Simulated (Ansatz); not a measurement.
BAs: several calculations on one system

### Vibrations

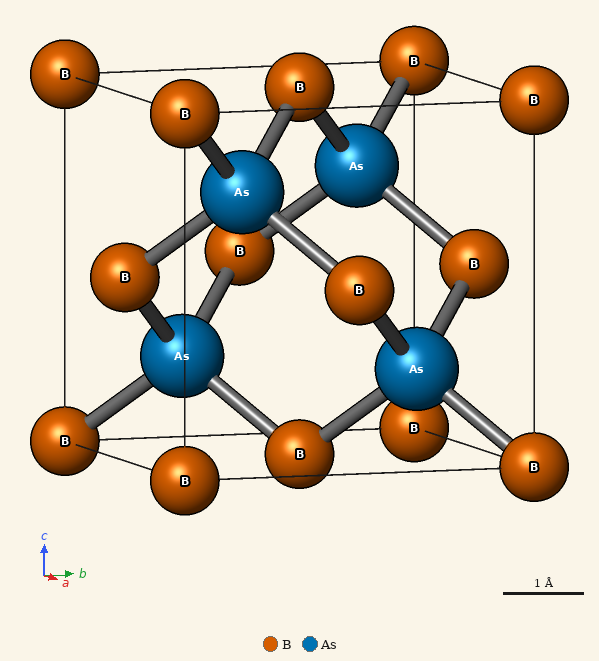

Lattice vibrations of crystalline BAs relaxed at 18 GPa, at the zone centre. A ball-and-stick model of the conventional cell (4 times the calculation's cell), seen slightly off an axis. Lengths and directions refer to the drawn axes.

Method: Ansatz, DFT PBE, scalar-relativistic, plane waves, PAW. (plane-wave cutoff 420 eV; k-point mesh 10 × 10 × 10; occupations fixed; target pressure 18 GPa; no spin polarisation)

Frequencies are those without the non-analytic (LO–TO) term.

**Which optical modes does it have, at what frequencies, and is it stable there?**

The calculation's cell holds 2 atoms, so there are 3 optical modes, in 1 level. The optical modes span T₂. No level is unstable.

```json
{"level": "1", "symmetry": "T₂", "frequency (cm⁻¹)": "755", "activity": "infrared- and Raman-active"}
```

The displacement patterns (one member of each degenerate set):

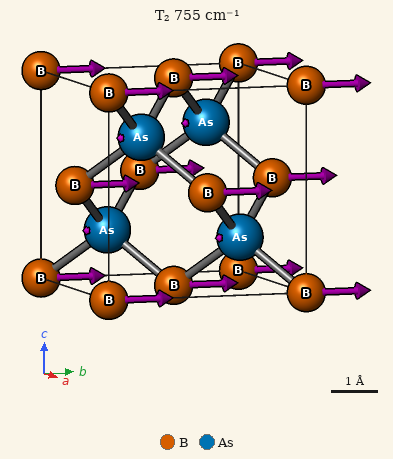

### Vibrations

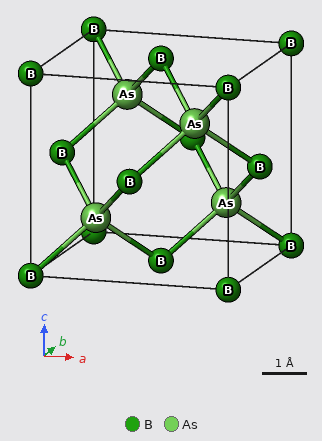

Phonons of solid BAs relaxed at 7 GPa, at the zone centre. Style: ball-and-stick. Shown: the conventional cell (4 times the calculation's cell), slightly off an axis. Lengths and directions refer to the drawn axes.

Method: DFT PBE, scalar-relativistic, plane waves, PAW in Ansatz.

The input:
```yaml
crystal:
  lattice:
    - [0.0, 2.3662963512, 2.3662963512]
    - [2.3662963512, 0.0, 2.3662963512]
    - [2.3662963512, 2.3662963512, 0.0]
  atoms:
    - { symbol: B, position: [0.0, 0.0, 0.0] }
    - { symbol: As, position: [0.75, 0.75, 0.75] }
basis:
  ecutwfc: 420
kpoints:
  mp_grid: { grid: [10, 10, 10] }
hamiltonian:
  xc: pbe
scf:
  occupations: { method: fixed }
output:
  eigenvalues: true
phonons:
  method: dfpt
  dielectric: true
  rigid_motions: translations
  eigenvectors: true
```

Launched with:
```bash
ansatz run input.yaml --threads 1 --pin off --max-ram 3072MiB --backend cpu --events-out ev --progress --plain --runs-dir out
```

Frequencies are those without the non-analytic (LO–TO) term.

### Give the spectrum at this point.

The calculation's cell holds 2 atoms, so there are 3 optical modes, in 1 level. The optical modes span T₂. No level is unstable.

```tsv
level	symmetry	frequency (cm⁻¹)	activity
1	T₂	711	infrared- and Raman-active
```

The displacement patterns (one member of each degenerate set):

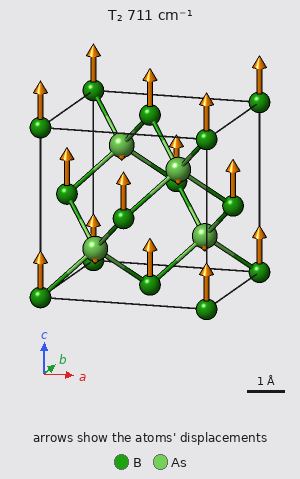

### One mode

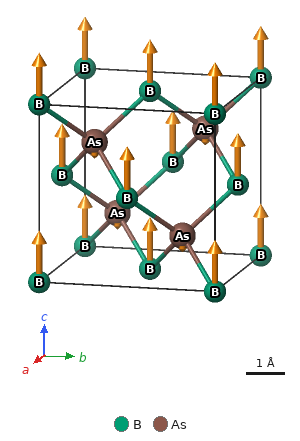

One vibrational mode of crystalline BAs at the zone centre. Displacements are drawn as orange arrows; their common scale and sign are arbitrary. A ball-and-stick model of the conventional cell (4 times the calculation's cell), seen slightly off an axis. Lengths and directions refer to the drawn axes.

Method: Ansatz, DFT PBE, scalar-relativistic, plane waves, PAW.

Input
```yaml
crystal:
  lattice:
    - [0.0, 2.4046443033, 2.4046443033]
    - [2.4046443033, 0.0, 2.4046443033]
    - [2.4046443033, 2.4046443033, 0.0]
  atoms:
    - { symbol: B, position: [0.0, 0.0, 0.0] }
    - { symbol: As, position: [0.75, 0.75, 0.75] }
basis:
  ecutwfc: 420
kpoints:
  mp_grid: { grid: [10, 10, 10] }
hamiltonian:
  xc: pbe
scf:
  occupations: { method: fixed }
output:
  eigenvalues: true
phonons:
  method: dfpt
  dielectric: true
  rigid_motions: translations
  eigenvectors: true
```

Command:
```bash
ansatz run input.yaml --threads 1 --pin off --max-ram 3072MiB --backend cpu --events-out ev --progress --plain --runs-dir out
```

Frequencies are those without the non-analytic (LO–TO) term.

**Describe the mode and give its frequency.**

This is the T₂ mode (triply degenerate; one member of the set is drawn) at 677 cm⁻¹, the only optical level, infrared- and Raman-active by symmetry. The B sublattice moves against the As sublattice, along c; the kinetic energy is shared as B 87 %, As 13 %. Its infrared intensity is 1.4 (D/Å)²/amu for the set. The value is the transverse one; the longitudinal partner lies at 680 cm⁻¹.

### One mode

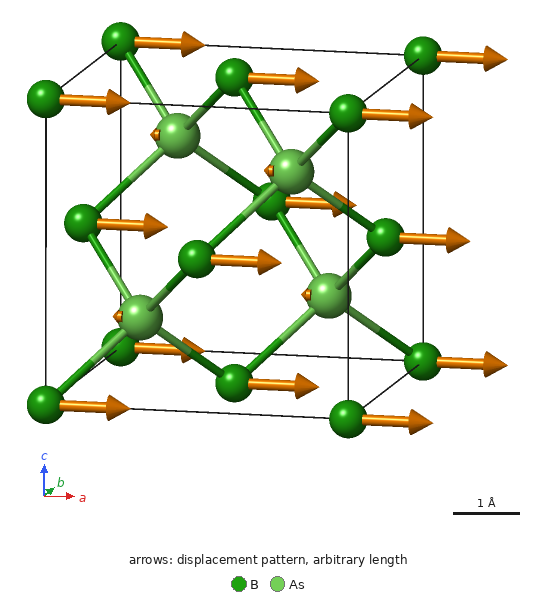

One vibrational mode of crystalline BAs at 0.98 times its rest volume at the zone centre. Displacements are drawn as orange arrows; their common scale and sign are arbitrary. The picture is a ball-and-stick view of the conventional cell (4 times the calculation's cell), seen slightly off an axis. Lengths and directions refer to the drawn axes.

These are results of Ansatz, DFT PBE, scalar-relativistic, plane waves, PAW, not measurements.

The input:
```yaml
crystal:
  lattice:
    - [0.0, 2.3885052646, 2.3885052646]
    - [2.3885052646, 0.0, 2.3885052646]
    - [2.3885052646, 2.3885052646, 0.0]
  atoms:
    - { symbol: B, position: [0.0, 0.0, 0.0] }
    - { symbol: As, position: [0.75, 0.75, 0.75] }
basis:
  ecutwfc: 420
kpoints:
  mp_grid: { grid: [10, 10, 10] }
hamiltonian:
  xc: pbe
scf:
  occupations: { method: fixed }
output:
  eigenvalues: true
phonons:
  method: dfpt
  dielectric: true
  rigid_motions: translations
  eigenvectors: true
```

Launched with:
```bash
ansatz run input.yaml --threads 1 --pin off --max-ram 3072MiB --backend cpu --events-out ev --progress --plain --runs-dir out
```

Frequencies are those without the non-analytic (LO–TO) term.

Q: What mode is this, and where does it lie in the spectrum?

A: This is the T₂ mode (triply degenerate; one member of the set is drawn) at 691 cm⁻¹, the only optical level, infrared- and Raman-active by symmetry. The B sublattice moves against the As sublattice, along a; the kinetic energy is shared as B 87 %, As 13 %. Its infrared intensity is 1.8 (D/Å)²/amu for the set. The value is the transverse one; the longitudinal partner lies at 695 cm⁻¹.
